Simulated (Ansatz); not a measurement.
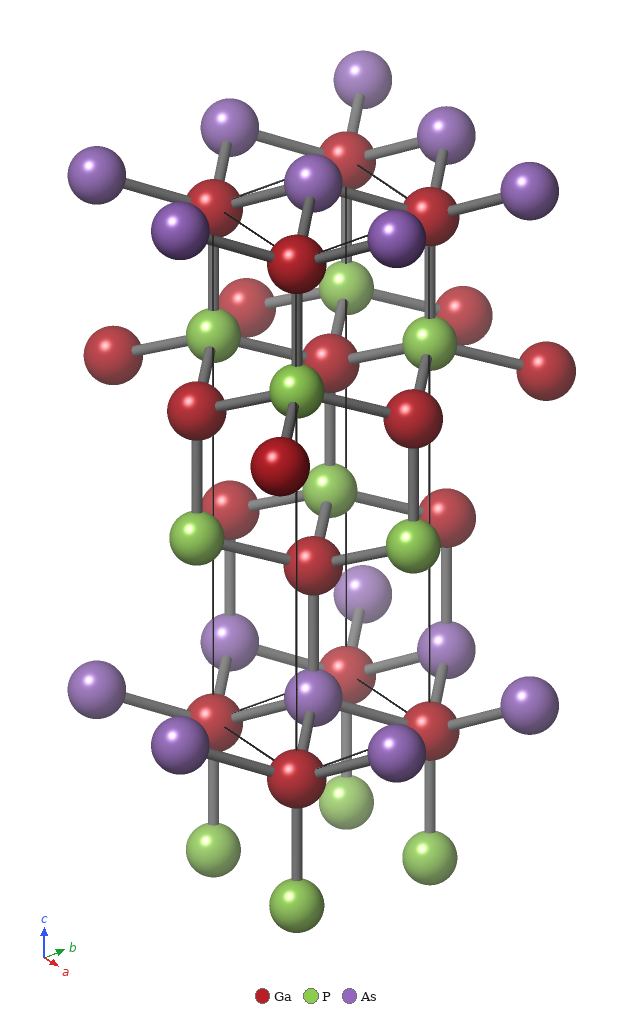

Ball-and-stick drawing of the structure, looking slightly off an axis. The wireframe shows the conventional unit cell. Outside the box, the atoms bonded to those within are drawn. Cell: a = 3.95 Å, b = 3.95 Å, c = 9.68 Å, α = 90.00°, β = 90.00°, γ = 120.00°.

The initial geometry was a structure type filled with these elements by a generator (whether the compound takes this form wasn't checked). Earlier steps of the study may have refined or changed the cell and positions. Ansatz was used for an electronic-structure calculation on it.

> In words:

The structure is one of Ga₃AsP₂. Space group P3m1 (No. 156), lattice primitive hexagonal. With Z = 1, the cell contains 3 Ga, 1 As, 2 P. The neighbours of P are four Ga in a tetrahedral arrangement at about 2.4 Å. Each As atom has four Ga in a tetrahedral arrangement at about 2.4 Å around it. Ga takes three kinds of site: 1a with three As and one P in a tetrahedral arrangement (about 2.4 Å to As, 2.4 Å to P); 1b with four P in a tetrahedral arrangement at about 2.4 Å; 1c with three P and one As in a tetrahedral arrangement (about 2.4 Å to P, 2.5 Å to As). The bonds build a three-dimensional framework.

Run with Ansatz 0.2.0, DFT PBE, scalar-relativistic, plane waves, PAW and these settings: an energy cutoff of 420 eV, a 12×12×4 mesh of k-points, Gaussian smearing of 0.02 eV, no spin polarisation.

> Does it come out as a metal, or with a gap?

A semiconductor at this level, with a gap of 0.94 eV, direct.

> What net charge does each kind of atom have (Bader)?

Ga +0.72 to +0.83 e; As -0.69 e; P -0.83 e.

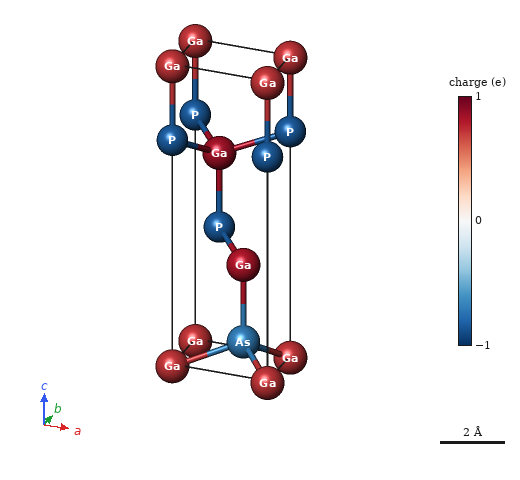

The atoms coloured by those charges. The run's cell of 6 atoms is drawn.

> Is the structure relaxed at this level of theory?

Yes. All forces vanish to within 0.01 eV/Å. The pressure is 0.0 GPa, close to zero.
